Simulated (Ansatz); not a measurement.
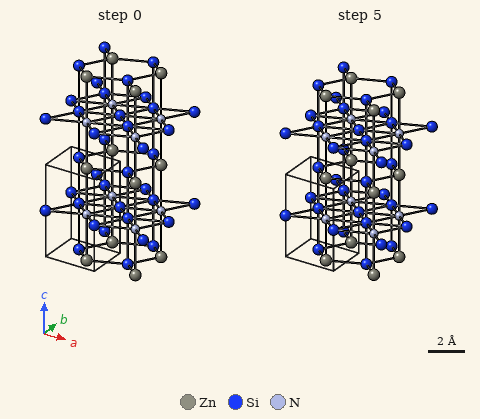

The structure of solid ZnSi3N (a generated structure, set up in P-6m2) (coarse preliminary run) before (left) and after (right) a relaxation, at one scale.

The picture is a ball-and-stick view of the cell of the calculation, repeated 2 × 2 × 2 with one cell outlined, seen slightly off an axis.

Theory: Ansatz 0.2.0, DFT PBE, scalar-relativistic, plane waves, PAW. Set-up: plane-wave cutoff 420 eV; k-point mesh 6 × 6 × 4; occupations gaussian; smearing width 0.1 eV; no spin polarisation; cell and atoms relaxed; force threshold 0.04 eV/Å; at most 70 steps.

Question: What changed between the two?

Answer: The atoms keep their places relative to the cell (all moves are under 0.005 Å). The drawn cell changes as follows: a = b 4.293 → 4.221 Å (−1.7 %), c 5.394 → 4.823 Å (−10.6 %); the volume changes by −13.6 %. Near-neighbour distances that change, for instance: N–Zn 2.697 → 2.412 Å, Si–Si 2.697 → 2.412 Å, Si–Si 2.479 → 2.437 Å, N–Si 2.479 → 2.437 Å. The space group stays P-6m2 (No. 187). After 4 accepted moves (5 points after the start) the energy has fallen by 70.8 meV per atom. All forces vanish by symmetry, so only the cell relaxes. Pressure: −8.07 GPa at the start and −0.20 GPa at the end. At 1 point the geometry stayed and the basis and grid were re-selected for the new cell (energy shift of 1.0 meV per atom at most each time).
